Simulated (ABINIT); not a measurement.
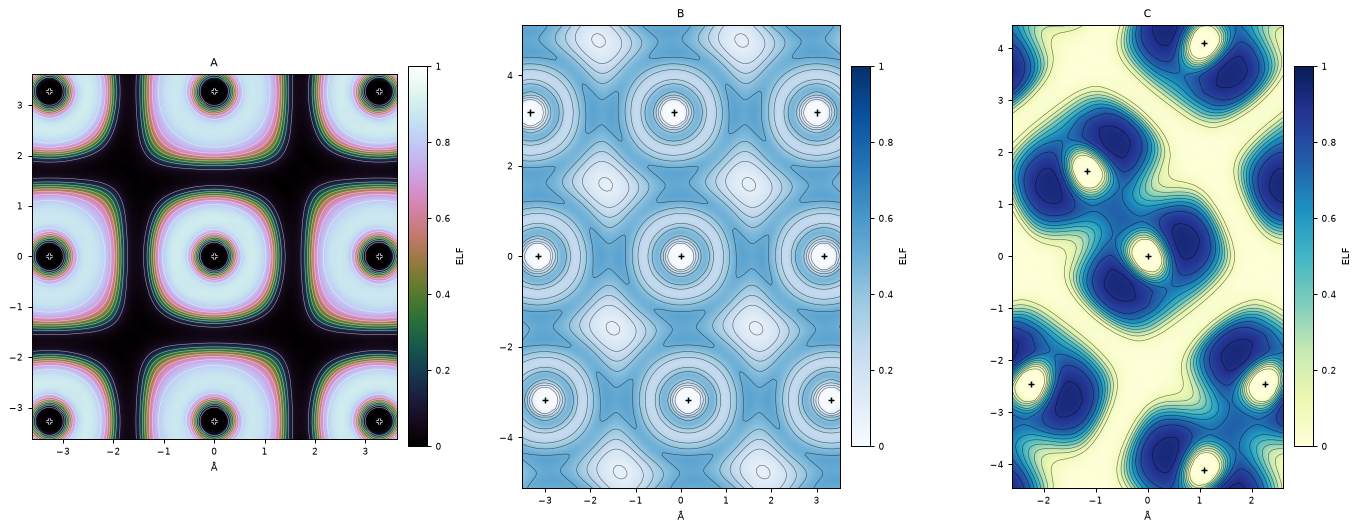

The electron localisation function of 3 systems, each on a plane through atoms (crosses mark nuclei in the plane).

Computed with ABINIT 10.8.3, Kohn-Sham DFT of a periodic cell, PBEsol, PseudoDojo NC SR PBEsol v0.4.1 standard.

System 1: Sb, the (100) plane of the conventional cell. Space group P-1; computed pressure about −5 GPa in this cell.

```
Sb
1.0
    -0.00916    3.13721   -0.05653
    -0.07927   -0.05653    3.16292
     3.18307   -0.00916   -0.07927
Sb
1
Direct
  0.00000 0.50000 0.00000
```

System 2: Cl, the (100) plane of the conventional cell. Space group Cmce.

System 3: RbCl, the (100) plane of the conventional cell. Space group Fm-3m.

Match each panel to its system.

Panel A is system 3, RbCl: the plane holds Rb and Cl. Rb–Cl (3.27 Å): the ELF is about 0.05 at the midpoint (an ionic contact with no shared pair). Panel B is system 1, Sb: the plane holds Sb. Sb–Sb (3.16 Å): the ELF is about 0.50 at the midpoint. Panel C is system 2, Cl: the plane holds Cl. Cl–Cl (2.02 Å): the ELF peaks at about 0.75 between the atoms.
